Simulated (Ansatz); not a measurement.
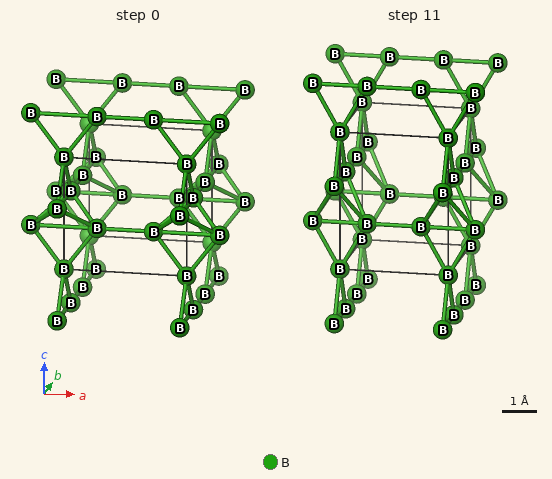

The structure of solid B (a generated structure, set up in P-4m2) (coarse preliminary run) before (left) and after (right) a relaxation, at one scale.

A ball-and-stick model of the cell of the calculation, seen slightly off an axis.

The calculation used Ansatz 0.2.0, DFT PBE, scalar-relativistic, plane waves, PAW.

The input:
```yaml
crystal:
  lattice:
    - [3.76330976, 0.0, 0.0]
    - [0.0, 3.76330976, 0.0]
    - [0.0, 0.0, 3.49491969]
  atoms:
    - { symbol: B, position: [0.0, 0.26963234, 0.61936938] }
    - { symbol: B, position: [0.26963234, 0.0, 0.38063062] }
    - { symbol: B, position: [0.73036766, 0.0, 0.38063062] }
    - { symbol: B, position: [0.0, 0.73036766, 0.61936938] }
    - { symbol: B, position: [0.0, 0.0, 0.0] }
basis:
  ecutwfc: 420
kpoints:
  mp_grid: { grid: [4, 4, 6] }
hamiltonian:
  xc: pbe
scf:
  occupations: { method: gaussian, width: 0.1 }
  lower_state_search: "off"
output:
  forces: true
  stress: true
  eigenvalues: true
relax:
  adjacent_minimum: "off"
  f_tol: 0.04
  max_steps: 70
  cell: { stress_tol: 0.4 }
```

Command:
```bash
ansatz run input.yaml --threads 1 --pin off --max-ram 2560MiB --backend cpu --events-out ev --progress --plain --runs-dir out
```

Describe what moved and what it gained.

Answer. The largest moves relative to the cell, 0.17 Å, are those of B1, B2, B3 and B4. B1 goes along [0 −1 2]. The drawn cell changes as follows: a = b 3.763 → 3.322 Å (−11.7 %), c 3.495 → 4.285 Å (+22.6 %); the volume changes by −4.4 %. Among the contacts that change: B1–B4 2.029 → 1.666 Å, B1–B2 1.660 → 1.789 Å, B1–B4 (another image) 1.734 → 1.656 Å, B1–B5 1.673 → 1.689 Å. Bond angles that change, for instance: B2–B1–B5 91.7° → 115.1°, B2–B1–B3 75.4° → 55.5°, B1–B5–B4 74.7° → 59.1°. The space group stays P-4m2 (No. 115). Over 9 accepted moves (11 points after the start) the energy falls by 3.097 eV per cell of the calculation. Largest force component: 3 eV/Å at the start, 0.0012 eV/Å at the end. The pressure goes from 13.47 to −0.02 GPa. The SCF was repeated twice at an unchanged geometry on a basis and grid sized afresh for the cell, which shifted the energy by 46.5 meV per cell of the calculation at most.

Limits of the set-up: the k-point mesh is coarse for a cell with partly filled bands.
